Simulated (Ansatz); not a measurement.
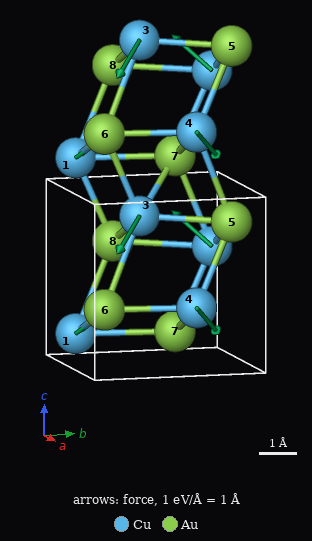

Starting geometry of crystalline CuAu (built on the FeSi (B20)_198 type) (coarse preliminary run) with the computed forces as green arrows. The picture is a ball-and-stick view of the cell of the calculation, repeated 1 × 1 × 2 with one cell outlined, seen slightly off an axis.

Case: FeSi (B20) type (P2_13, No. 198).

Level of theory: DFT PBE, scalar-relativistic, plane waves, PAW in Ansatz.

The input:
```yaml
crystal:
  lattice:
    - [4.8690730501, 0.0, 0.0]
    - [0.0, 4.8690730501, 0.0]
    - [0.0, 0.0, 4.8690730501]
  atoms:
    - { symbol: Cu, position: [0.134, 0.134, 0.134] }
    - { symbol: Cu, position: [0.366, 0.866, 0.634] }
    - { symbol: Cu, position: [0.634, 0.366, 0.866] }
    - { symbol: Cu, position: [0.866, 0.634, 0.366] }
    - { symbol: Au, position: [0.8445, 0.8445, 0.8445] }
    - { symbol: Au, position: [0.6555, 0.1555, 0.3445] }
    - { symbol: Au, position: [0.3445, 0.6555, 0.1555] }
    - { symbol: Au, position: [0.1555, 0.3445, 0.6555] }
basis:
  ecutwfc: 420
kpoints:
  mp_grid: { grid: [4, 4, 4] }
hamiltonian:
  xc: pbe
scf:
  occupations: { method: gaussian, width: 0.1 }
  lower_state_search: "off"
output:
  forces: true
  stress: true
  eigenvalues: true
relax:
  adjacent_minimum: "off"
  f_tol: 0.04
  max_steps: 70
  cell: { stress_tol: 0.4 }
```

Command:
```bash
ansatz run input.yaml --threads 1 --pin off --max-ram 2560MiB --backend cpu --events-out ev --progress --plain --runs-dir out
```

What follows when this structure is relaxed?

Answer. It isn't relaxed: the largest force vector, on Cu atoms, is 1.57 eV/Å. The atoms end up moving mostly along the starting forces (cosine between the two patterns 1.00). The largest moves relative to the cell, 0.17 Å, are those of Cu1, Cu2, Cu3 and Cu4. Cu2 goes along [−1 −1 1]. By element the largest moves are Cu 0.17 Å, Au 0.01 Å. Cell: a = b = c 4.869 → 4.980 Å (+2.3 %). Volume +7.0 %. Near-neighbour distances that change, for instance: Cu1–Au5 2.441 → 2.664 Å, Cu1–Au6 2.547 → 2.663 Å, Cu1–Au6 (another image) 2.740 → 2.669 Å. The space group stays P2_13 (No. 198). The energy falls by 0.768 eV per cell of the calculation in 3 accepted moves (4 points after the start). Largest force component: 0.91 eV/Å at the start, 0.0036 eV/Å at the end. Pressure: 13.06 GPa at the start and −0.04 GPa at the end. The SCF was repeated once at an unchanged geometry on a basis and grid sized afresh for the cell, which shifted the energy by 3.7 meV per cell of the calculation at most. The run took 76 s on 1 thread of Arm Neoverse V2, with other jobs on the host, peak memory 0.41 GiB.
